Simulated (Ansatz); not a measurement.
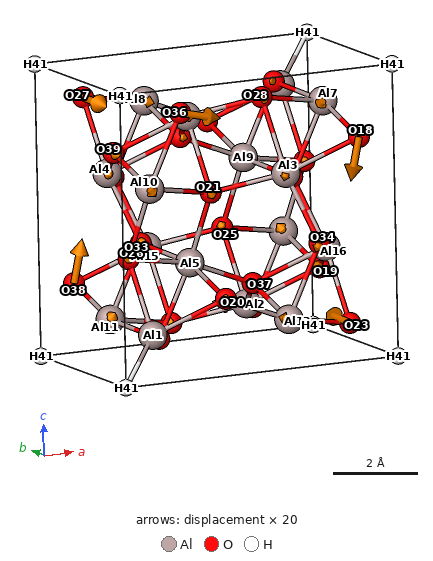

This is a relaxation of a defect cell of composition Al₁₆HO₂₄. The starting structure is drawn; orange arrows show the displacements, magnified 20 times.

Style: ball-and-stick. Shown: the cell of the calculation, from a free direction.

Case: H interstitial, charge +0, atoms relaxed at the host's cell.

Level of theory: DFT PBEsol, scalar-relativistic, plane waves, PAW in Ansatz. Set-up: plane-wave cutoff 420 eV; k-point mesh 2 × 2 × 2; occupations gaussian; smearing width 0.01 eV; mesh shifted by (0.5, 0.5, 0.5); collinear spin; atoms relaxed in a fixed cell; force threshold 0.025 eV/Å; at most 45 steps.

Atoms of which element are displaced furthest, and by how much?

Oxygen: up to 0.056 Å, against 0.014 Å for aluminium.

What happened in the run?

The energy falls by 0.146 eV per cell of the calculation in 4 geometry steps. Largest force component: 0.78 eV/Å at the start, 0.0085 eV/Å at the end. The largest moves, 0.056 Å, are those of O atoms. By element the largest moves are O 0.056 Å, Al 0.014 Å. H stays in place. The cell stays as it was. Some distances before and after: Al–O 1.861 → 1.888 Å, Al–O 1.974 → 1.950 Å, Al–O 1.974 → 1.990 Å, Al–O 1.861 → 1.855 Å. Bond angles that change, for instance: O–Al–O 90.8° → 93.5°, Al–O–Al 132.2° → 134.8°, Al–O–Al 132.2° → 130.0°. The run took 24 s on 4 threads of Intel(R) Xeon(R) Platinum 8259CL CPU @ 2.50GHz (Skylake/Cascade Lake), with other jobs on the host, peak memory 1.2 GiB.

Limits of the set-up: the periodic images lie only 7.0 Å apart, so the values are limited by the cell's size.
